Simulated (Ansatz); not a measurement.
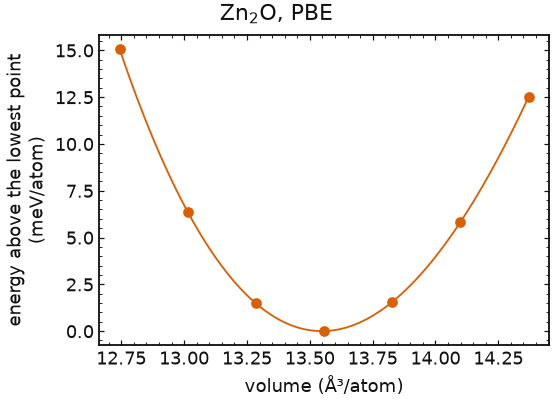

The picture above shows the energy above the lowest point against volume for Zn₂O, space group Fm-3m (No. 225) (one of a set of cubic test structures, which need not be the stable phase).

Method: equation of state of a cubic crystal from periodic Kohn-Sham density functional theory without spin, third-order Birch-Murnaghan fit to the free energies; pressure corrected for the finite basis (Ansatz 0.2.0 development build). Level: PBE.

- structure type: antifluorite
- atoms in cell: 3
- space group number: 225
- lattice centring: face-centred primitive
- k mesh: 34×34×34
- occupation method: Fermi–Dirac
- occupation width: 0.06123 eV
- wave cutoff: 420 eV
- datasets: soft-1 PAW
- density tolerance: 1e−07 eV
- bands: 19
- density cutoff ratio: 4
- search for lower states: default

From this curve and the settings, what does the calculation give for the pressure at the same points?

The pressure falls from 6.4 GPa at volume 12.74 Å³/atom to −4.6 GPa at 14.37 Å³/atom, and changes sign near 13.55 Å³/atom.

```json
{"volume (Å³/atom)": "12.74", "pressure (GPa)": "6.4"}
{"volume (Å³/atom)": "13.01", "pressure (GPa)": "4.0"}
{"volume (Å³/atom)": "13.29", "pressure (GPa)": "1.8"}
{"volume (Å³/atom)": "13.56", "pressure (GPa)": "-0.1"}
{"volume (Å³/atom)": "13.83", "pressure (GPa)": "-1.8"}
{"volume (Å³/atom)": "14.10", "pressure (GPa)": "-3.3"}
{"volume (Å³/atom)": "14.37", "pressure (GPa)": "-4.6"}
```

Note: cubic model structure, not the ambient form.
